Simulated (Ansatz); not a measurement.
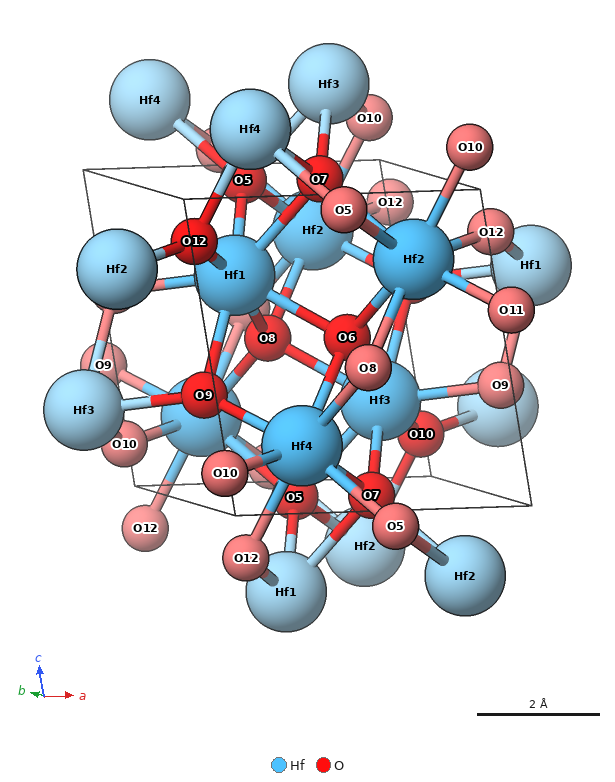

*The input geometry (ball-and-stick view of the cell of the calculation, seen at an oblique angle; neighbours outside the cell are drawn fainter; atoms are numbered from 1 in the order of the input).*

Single-point calculation, with input and output: HfO₂

- system: HfO₂ (12 atoms in the cell)
- method: DFT PBE, scalar-relativistic, plane waves, PAW, no spin polarisation (Ansatz 0.2.0)

The structure derives from a Materials Project entry. It belongs to a series of runs on one base structure; here: band edges sought over the zone. Figures and captions count atoms from 1; the log counts them from 0 in places.

Log
```
Engine: ansatz 0.2.0, aarch64-unknown-linux-gnu
Pseudopotentials: kind: paw
Pseudopotential: Hf, paw, valence charge 26, recommended cutoff 420 eV (normal), Hf.paw.azcp
Pseudopotential: O, paw, valence charge 6, recommended cutoff 420 eV (normal), O.paw.azcp
Functional definition: PBE
  parameter kappa = 0.804
  parameter beta = 0.06672455060314922
  exchange = pbe_x(kappa = kappa, mu = beta*pi^2/3)
  correlation = pbe_c(beta = beta)
Crystal: 12 atoms, lattice volume = 141.920 Å³
Basis set: ecut = 420 eV, 2773 PW (Γ), exchange–correlation on 72×72×72 points (8 copies of the dense FFT grid, shifted against one another)
Bands: 92, of which v1, the nominal top of the filled ones, is band 76 counted from 1 (75 counted from 0)
Symmetry: 4 space group operations
Space group: P21/c (ITA 14), of the structure as read, at distance tolerance 5.2e-5 Å
k-points: 30 of 64
Non-local potential: Hf, projectors of the file, l = 0: 3, l = 1: 2, l = 2: 2, l = 3: 3
Non-local potential: O, projectors of the file, l = 0: 2, l = 1: 2, l = 2: 1
PAW form: soft (Blöchl's): semilocal exchange-correlation on the pseudo side does not see the compensation charge
PAW one-centre angular grid: Hf, 590 points (default); XC on 64 Gauss nodes
PAW one-centre angular grid: O, 110 points (default); XC on 64 Gauss nodes
Initial density: superposition of atomic densities (neutral atoms: chi_scale 0, normalization atom), corrected by the library's trained network
Initial wavefunctions: pseudopotential atomic-orbital guess
Functional: x = pbe(κ = 0.804, μ = 0.2195149727645171), c = pbe(β = 0.06672455060314922)
SCF iter   1: F=—  HF=-67446.717564 eV  |F-HF|=—  |Δ(HF+E_count)|=         —  Δρ=2.83e-3  dr2=4.58e-3  ethr=1.77e-3  ⟨swp⟩=5.8  Hψ=8510  notcnv=0  defer=125
preconditioner: auto → Resta (q_TF=auto, 2.760 Å⁻¹)  ε∞=5.3  [insulator: Δε(μ)=4.050 eV  Ē_g=18.098 eV  σ=0.020 eV  W_gap=1.00  n_scr=52 (ndim 8)  ℏωp=37.4 eV  f_vac=0.081  D(μ)=0.00/eV (n_scr^D=0)  ε∞_Penn≈5.3]
SCF iter   2: F=—  HF=-67446.719024 eV  |F-HF|=—  |Δ(HF+E_count)|=   1.46e-3  Δρ=1.45e-3  dr2=1.02e-3  ethr=3.01e-6  ⟨swp⟩=2.0  Hψ=5453  notcnv=0  defer=302
SCF iter   3: F=—  HF=-67446.719814 eV  |F-HF|=—  |Δ(HF+E_count)|=   7.90e-4  Δρ=5.32e-4  dr2=2.47e-4  ethr=6.69e-7  ⟨swp⟩=2.0  Hψ=4214  notcnv=0  defer=302
SCF iter   4: F=—  HF=-67446.719947 eV  |F-HF|=—  |Δ(HF+E_count)|=   1.33e-4  Δρ=1.06e-4  dr2=1.46e-5  ethr=1.63e-7  ⟨swp⟩=2.0  Hψ=4243  notcnv=0  defer=302
SCF iter   5: F=—  HF=-67446.719913 eV  |F-HF|=—  |Δ(HF+E_count)|=   3.43e-5  Δρ=4.58e-5  dr2=3.25e-6  ethr=9.61e-9  ⟨swp⟩=2.2  Hψ=4346  notcnv=0  defer=302
SCF iter   6: F=—  HF=-67446.719914 eV  |F-HF|=—  |Δ(HF+E_count)|=   9.45e-7  Δρ=1.84e-5  dr2=3.95e-7  ethr=2.14e-9  ⟨swp⟩=2.0  Hψ=4331  notcnv=0  defer=302
SCF iter   7: F=-67446.719914 eV  HF=-67446.719914 eV  |F-HF|=7.86e-8  |Δ(HF+E_count)|=   5.27e-8  Δρ=8.15e-6  dr2=9.67e-8  ethr=6.58e-11  ⟨swp⟩=10.5  Hψ=13163  notcnv=0
SCF 1 converged in 7 iterations: F = -67446.719914 eV  dr2 = 9.67e-8
  greatest PAW one-centre occupation: 0.999 electrons in one spin orbital (limit 2), on the Hf atom at site 3 (counted from 0), in its partial waves of l = 0
NSCF: frozen V_eff on 80 k-points
NSCF: frozen V_eff on 80 k-points
NSCF: frozen V_eff on 80 k-points
NSCF: frozen V_eff on 80 k-points
NSCF: frozen V_eff on 21 k-points
NSCF: frozen V_eff on 16 k-points
NSCF: frozen V_eff on 27 k-points
NSCF: frozen V_eff on 19 k-points
NSCF: frozen V_eff on 12 k-points
NSCF: frozen V_eff on 5 k-points
NSCF: frozen V_eff on 3 k-points
SCF converged after 7 iterations
Free energy (F): -67446.719914 eV
Harris-Foulkes:  -67446.719914 eV  (|F-HF|=7.86e-8)
Internal energy: -67446.719914 eV  (E = F + TS)
E sigma→0 (E₀):  -67446.719914 eV
Fermi energy:    15.713510 eV
--- Per-component energies (eV) ---
  E_band       = -65.891191
  E_kinetic    = 3083.599628
  E_local      = -24891.794296  (includes V_loc(G=0)·N_el)
  E_nonlocal   = -4588.416888
  E_hartree    = 11366.265668
  E_xc         = -1789.863743
  E_vxc        = -1817.433111  (∫ρ·V_xc dr)
  E_paw        = -28972.821330  (= ΣΔE_a)
  E_vpaw       = 5415.636371  (= ΣTr[D̂ρ^β])
  E_aug_tail   = 0.019861  (compensation charges beyond the density's cutoff)
  E_ewald      = -21653.708814
  E_smearing   = -0.000000  (= −TS)
  E_closure    = -0.000000  (closes the sum)
  Σ components = -67446.719914   (vs F -67446.719914, Δ=0.00e0)
--- Forces (eV/Å), atoms counted from 1 ---
  atom   1  Hf     0.00312932     0.00240843     0.00049360
  atom   2  Hf    -0.00312932     0.00240843    -0.00049360
  atom   3  Hf    -0.00312932    -0.00240843    -0.00049360
  atom   4  Hf     0.00312932    -0.00240843     0.00049360
  atom   5  O     -0.00093164    -0.00015502    -0.00027753
  atom   6  O      0.00093164    -0.00015502     0.00027753
  atom   7  O      0.00093164     0.00015502     0.00027753
  atom   8  O     -0.00093164     0.00015502    -0.00027753
  atom   9  O     -0.00044347     0.00061273     0.00064310
  atom  10  O      0.00044347     0.00061273    -0.00064310
  atom  11  O      0.00044347    -0.00061273    -0.00064310
  atom  12  O     -0.00044347    -0.00061273     0.00064310
  max |Σ_I F_I| component: 1.08e-19 eV/Å
--- Stress (GPa, compression-positive) ---
        0.032487       0.000000       0.006974
        0.000000       0.006858       0.000000
        0.006973       0.000000       0.029722
  P = ⅓ Tr σ = 0.0230 GPa (0.230 kbar)
--- Band table (eV; the first three rows and the last of 30) ---
  k-point 0: bands = ["-46.7712", "-46.7535", "-46.7510", "-46.7503", "-15.8116", "-15.7861", "-15.7592", "-15.5946", "-15.5273", "-15.4948", "-15.4710", "-15.4366", "-15.4089", "-15.4088", "-15.3579", "-15.3071", "-4.2915", "-2.9983", "-2.8828", "-2.8299", "-2.4080", "-2.3972", "-2.2961", "-2.2055", "3.3370", "3.3458", "3.3487", "3.3491", "3.3560", "3.3567", "3.3624", "3.3657", "3.3669", "3.3681", "3.3705", "3.3723", "3.3743", "3.3747", "3.3763", "3.3805", "3.3866", "3.3870", "3.3884", "3.3910", "3.3949", "3.4002", "3.4039", "3.4119", "3.4198", "3.4319", "3.4439", "3.4784", "8.3167", "8.4214", "8.9324", "9.1454", "9.2401", "9.5717", "10.3312", "10.6394", "10.8097", "10.9814", "11.0039", "11.1329", "11.6663", "11.8260", "11.8453", "11.9022", "12.0802", "12.5730", "12.5783", "12.6936", "13.1385", "13.1939", "13.4858", "13.6932", "18.2229", "18.6856", "18.7939", "19.1449", "19.3200", "19.4469", "19.6380", "19.8505", "20.0885", "20.2440", "20.6996", "20.8971", "21.1237", "21.5281", "21.8372", "22.3205"]
  k-point 1: bands = ["-46.7685", "-46.7557", "-46.7510", "-46.7508", "-15.7755", "-15.7360", "-15.7308", "-15.6263", "-15.5710", "-15.4728", "-15.4727", "-15.4605", "-15.4124", "-15.3959", "-15.3662", "-15.3567", "-4.0692", "-2.9995", "-2.9404", "-2.8223", "-2.5130", "-2.3919", "-2.3727", "-2.2409", "3.3361", "3.3423", "3.3486", "3.3511", "3.3530", "3.3569", "3.3641", "3.3650", "3.3665", "3.3687", "3.3702", "3.3727", "3.3732", "3.3752", "3.3769", "3.3832", "3.3835", "3.3873", "3.3884", "3.3914", "3.3971", "3.3982", "3.4111", "3.4120", "3.4203", "3.4297", "3.4394", "3.4652", "8.5064", "8.7249", "9.2231", "9.2761", "9.5122", "9.7424", "10.0876", "10.4076", "10.4462", "10.9171", "11.1391", "11.2034", "11.4576", "11.6936", "11.7063", "11.9563", "12.1969", "12.3024", "12.4065", "12.8251", "12.8858", "13.0908", "13.3044", "13.4662", "18.2810", "18.5472", "18.7098", "19.1631", "19.5039", "19.5828", "20.0582", "20.1065", "20.2770", "20.3861", "20.5191", "20.9442", "21.3883", "21.6906", "21.7153", "22.3564"]
  k-point 2: bands = ["-46.7620", "-46.7620", "-46.7510", "-46.7510", "-15.6917", "-15.6917", "-15.6772", "-15.6772", "-15.5825", "-15.5825", "-15.4407", "-15.4407", "-15.4204", "-15.4204", "-15.3823", "-15.3823", "-3.5225", "-3.5225", "-2.8343", "-2.8343", "-2.4847", "-2.4847", "-2.3533", "-2.3533", "3.3365", "3.3365", "3.3515", "3.3515", "3.3564", "3.3564", "3.3634", "3.3634", "3.3652", "3.3652", "3.3699", "3.3699", "3.3766", "3.3766", "3.3800", "3.3800", "3.3828", "3.3828", "3.3885", "3.3885", "3.4020", "3.4020", "3.4205", "3.4205", "3.4255", "3.4255", "3.4371", "3.4371", "9.0128", "9.0128", "9.4912", "9.4912", "9.6384", "9.6384", "10.2041", "10.2041", "10.5551", "10.5551", "10.9235", "10.9235", "11.3683", "11.3683", "11.8264", "11.8264", "12.1608", "12.1608", "12.6725", "12.6725", "12.8557", "12.8557", "13.1958", "13.1958", "18.4022", "18.4022", "18.8454", "18.8454", "19.7022", "19.7022", "20.2595", "20.2595", "20.3871", "20.3871", "21.1598", "21.1598", "21.4201", "21.4201", "22.2802", "22.2802"]
  k-point 29: bands = ["-46.7592", "-46.7592", "-46.7538", "-46.7538", "-15.7899", "-15.7899", "-15.7644", "-15.7644", "-15.4719", "-15.4719", "-15.4093", "-15.4093", "-15.4052", "-15.4052", "-15.3489", "-15.3489", "-3.4410", "-3.4410", "-3.1369", "-3.1369", "-2.3223", "-2.3223", "-2.2902", "-2.2902", "3.3453", "3.3453", "3.3497", "3.3497", "3.3583", "3.3583", "3.3583", "3.3583", "3.3734", "3.3734", "3.3738", "3.3738", "3.3760", "3.3760", "3.3822", "3.3822", "3.3842", "3.3842", "3.3843", "3.3843", "3.3941", "3.3941", "3.4078", "3.4078", "3.4237", "3.4237", "3.4386", "3.4386", "9.2962", "9.2962", "9.5134", "9.5134", "9.8408", "9.8408", "10.1601", "10.1601", "10.9147", "10.9147", "10.9798", "10.9798", "11.3868", "11.3868", "11.4320", "11.4320", "12.1183", "12.1183", "12.5072", "12.5072", "12.6618", "12.6618", "12.9585", "12.9585", "18.1777", "18.1777", "18.8687", "18.8687", "19.3207", "19.3207", "19.6949", "19.6949", "20.4877", "20.4877", "20.5947", "20.5947", "21.7985", "21.7985", "22.5751", "22.5751"]
```

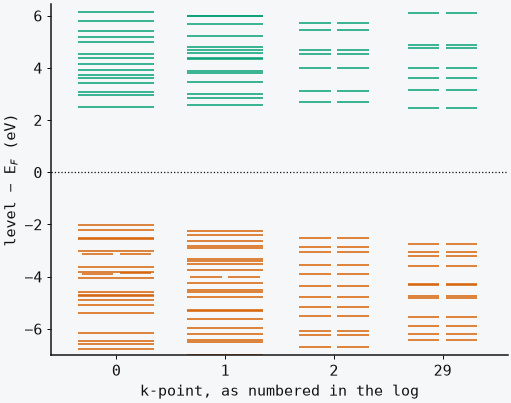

*Kohn–Sham levels near the Fermi level (dotted) at the few k-points that the log prints; levels within 0.02 eV of each other stand side by side.*

Among these points the highest filled and lowest empty levels are 4.48 eV apart; the gap on the full mesh, 4.04 eV, has an edge at a point that isn't printed.

The run was set up as follows.

Input file
```yaml
crystal:
  lattice:
    - [5.1609167955, 0.0, -0.0053389046]
    - [0.0, 5.2121152647, 0.0]
    - [-0.893100245, 0.0, 5.2769007573]
  atoms:
    - { symbol: Hf, position: [0.2757342939, 0.4570632233, 0.7083729902] }
    - { symbol: Hf, position: [0.7242657061, 0.9570632233, 0.7916270098] }
    - { symbol: Hf, position: [0.7242657061, 0.5429367767, 0.2916270098] }
    - { symbol: Hf, position: [0.2757342939, 0.0429367767, 0.2083729902] }
    - { symbol: O, position: [0.4491832226, 0.742786629, 0.9766468631] }
    - { symbol: O, position: [0.5508167774, 0.242786629, 0.5233531369] }
    - { symbol: O, position: [0.5508167774, 0.257213371, 0.0233531369] }
    - { symbol: O, position: [0.4491832226, 0.757213371, 0.4766468631] }
    - { symbol: O, position: [0.0671205964, 0.3286479023, 0.3484179355] }
    - { symbol: O, position: [0.9328794036, 0.8286479023, 0.1515820645] }
    - { symbol: O, position: [0.9328794036, 0.6713520977, 0.6515820645] }
    - { symbol: O, position: [0.0671205964, 0.1713520977, 0.8484179355] }
basis:
  ecutwfc: 420
  xc_grid: 2
kpoints:
  mp_grid: { grid: [4, 4, 4] }
  band_path: { path: [VBM, CBM], npoints: 2 }
hamiltonian:
  xc: pbe
scf:
  occupations: { method: gaussian, width: 0.02 }
output:
  forces: true
  stress: true
  eigenvalues: true
```

Run as:
```bash
ansatz run input.yaml --threads 8 --pin off --max-ram 16384MiB --backend cpu --events-out ev --progress --plain --runs-dir out
```

Results in brief

```csv
quantity,value
outcome,converged
space group (tolerance 0.01 Å),P2₁/c (14)
electrons treated,152
free energy,−67446.7199 eV
Fermi energy,15.714 eV
gap on the k-point mesh,4.04 eV
gap on the band path,4.04 eV
pressure,0.02 GPa
largest force (length of the vector),0.004 eV/Å
hardware,"8 threads of Arm Neoverse V1, 24 GiB of memory available, shared host"
wall time,29 s (CPU time 3.7 min)
peak memory,1.1 GiB
```

Notes

Spin–orbit coupling is left out, which matters for Hf.
